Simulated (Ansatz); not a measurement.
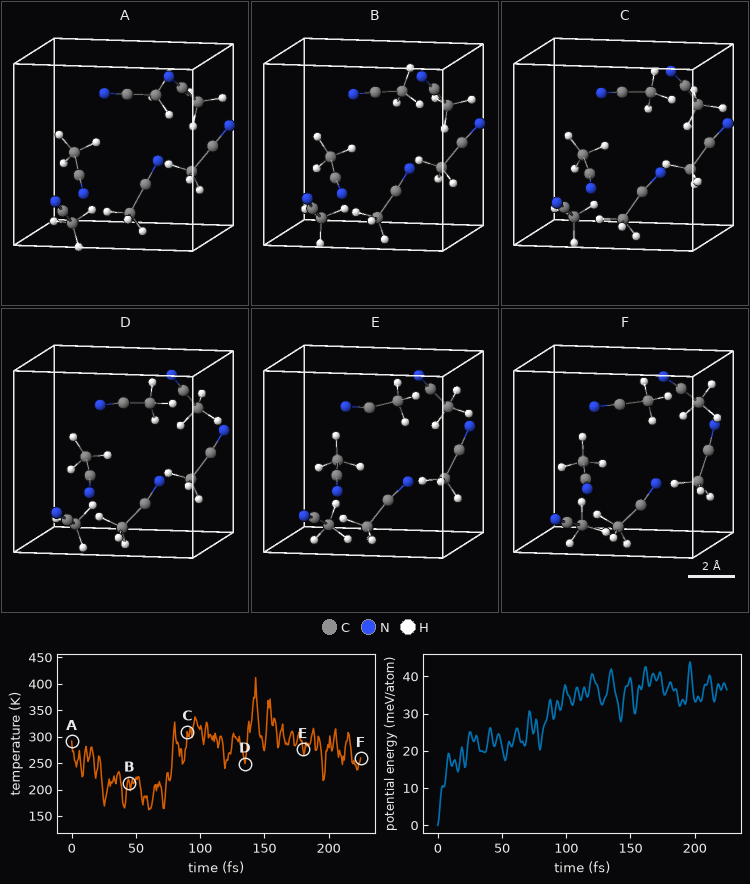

Molecular dynamics of a periodic cell with 6 CH3CN at 0.784 g/cm³, 225 fs long. Frames (A at 0 fs, B at 45 fs, C at 90 fs, D at 135 fs, E at 180 fs, F at 225 fs) and the history of the run. Style: ball-and-stick. Shown: the simulation cell, slightly off an axis. Atoms that leave the cell re-enter on the other side.

These are results of DFT PBE, scalar-relativistic, plane waves, PAW (Ansatz 0.2.0), not measurements. Settings: plane-wave cutoff 420 eV; k-point mesh 1 × 1 × 1; Fermi-Dirac smearing 0.02 eV; low-accuracy preset; Langevin thermostat (NVT); set temperature 300 K; time step 0.75 fs; friction 0.02 per fs.

Question: What do the frames and curves show?

Answer: The mean temperature in the second half is 291 K (standard deviation 31 K). The potential energy in the second half lies on average 36.6 meV per atom above the first frame. In the second half of the run the atoms are, in the root-mean-square, this far from where they began (common drift taken out): H 0.81 Å, N 0.50 Å, C 0.42 Å. The heavy atoms stay within a fraction of a molecule's size of their starting places, while the hydrogen atoms travel further, as molecules turn; so short a run doesn't tell a liquid from a solid.

Limits of the set-up: the program's low-accuracy preset was used; the periodic images lie only 8.1 Å apart, so the values are limited by the cell's size.

The run took 12 min on 1 thread of Arm Neoverse V2 (shared host), peak memory 0.5 GiB.
